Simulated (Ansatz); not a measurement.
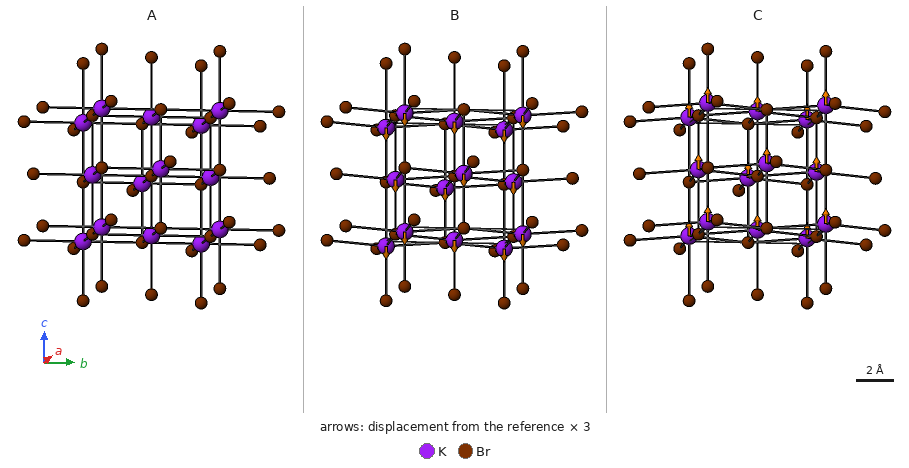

A scan of a crystal of KBr (Fm-3m): the whole K sublattice is shifted rigidly, towards the nearest copy of atom 2 (Br) at 3.292 Å, all else fixed. A ball-and-stick model of the conventional cell (4 times the calculation's cell), seen along the a axis, with a slight tilt. Orange arrows: displacements from the reference. Lengths and directions refer to the drawn axes.

All numbers below come from DFT PBE, scalar-relativistic, plane waves, PAW in Ansatz. (plane-wave cutoff 420 eV; k-point mesh 6 × 6 × 6; occupations gaussian; smearing width 0.05 eV; no spin polarisation). Energies (free energies at the smearing named) are counted from the cell as listed in its source, which wasn't relaxed.

### Order these geometries by energy, lowest first.

Lowest first: A (the displacement 0.00 Å, 0.0 meV/cell), B (the displacement 0.2625 Å, 48.2 meV/cell), C (the displacement −0.30 Å, 64.8 meV/cell). Over the whole scan: the lowest computed point lies at the displacement 0.00 Å (0.0 meV/cell). The curvature at zero is about 1.3 eV/Å² per cell. The well is symmetric. At the highest point the shortest interatomic distance is 2.99 Å, against 3.29 Å in the reference. The distortion takes the space group from Fm-3m to I4mm.
